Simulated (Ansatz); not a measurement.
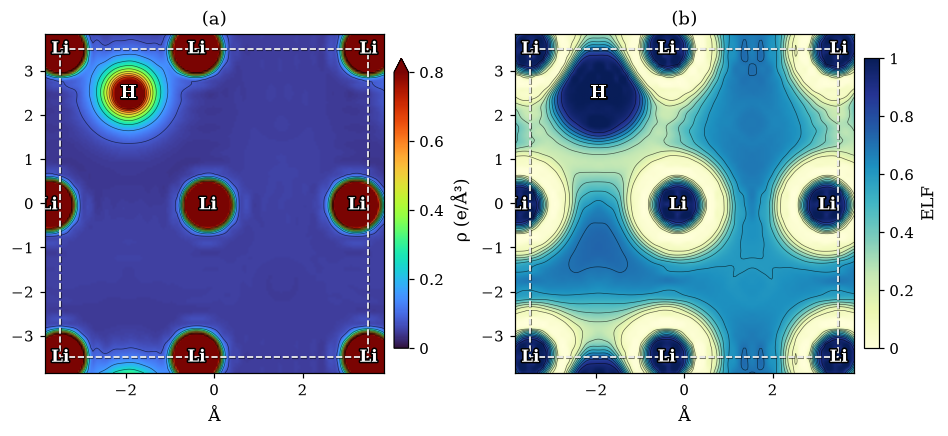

Li16H (cell with a defect). (a) valence charge density (pseudo); (b) ELF on the (001) plane of the calculation cell.

Computed without spin polarisation.

Computed with Ansatz, DFT PBEsol, scalar-relativistic, plane waves, PAW.

Core electrons are frozen (PAW), and the valence fields are smoothed inside the atomic spheres.

```cif
data_structure
_symmetry_space_group_name_H-M 'P 1'
_symmetry_Int_Tables_number 1
_cell_length_a 6.9800
_cell_length_b 6.9800
_cell_length_c 6.9800
_cell_angle_alpha 90.000
_cell_angle_beta 90.000
_cell_angle_gamma 90.000
_cell_volume 340.07
loop_
_atom_site_label
_atom_site_type_symbol
_atom_site_fract_x
_atom_site_fract_y
_atom_site_fract_z
_atom_site_occupancy
Li1 Li 0.02914 0.99636 0.00006 1
Li2 Li 0.47108 0.99702 0.00006 1
Li3 Li 0.99148 0.49071 0.00003 1
Li4 Li 0.00236 0.00084 0.50004 1
Li5 Li 0.24959 0.26721 0.26356 1
Li6 Li 0.50778 0.49113 0.00003 1
Li7 Li 0.49714 0.00081 0.50004 1
Li8 Li 0.74980 0.23717 0.24656 1
Li9 Li 0.98468 0.50640 0.50002 1
Li10 Li 0.24958 0.74794 0.24239 1
Li11 Li 0.24959 0.26718 0.73649 1
Li12 Li 0.51504 0.50617 0.50002 1
Li13 Li 0.74968 0.75904 0.24406 1
Li14 Li 0.74980 0.23716 0.75350 1
Li15 Li 0.24958 0.74787 0.75759 1
Li16 Li 0.74969 0.75903 0.75598 1
H1 H 0.25106 0.85300 0.99990 1
```

What do the fields say about this system?

- The plane passes through Li and H nuclei.
- Li–H (1.84 Å): the density is about 0.17 e/Å³ at the midpoint; the ELF climbs to about 1 towards the hydrogen.
- Between the atoms the lowest density in this plane is 0.04 e/Å³.
- The ELF has a maximum of about 0.75 in the space between the atoms, 1.9 Å from four Li atoms, on no atom or two-centre bond.
- The features right at Li lie inside the PAW spheres, where the map follows smoothed inner orbitals and isn't to be read closely.
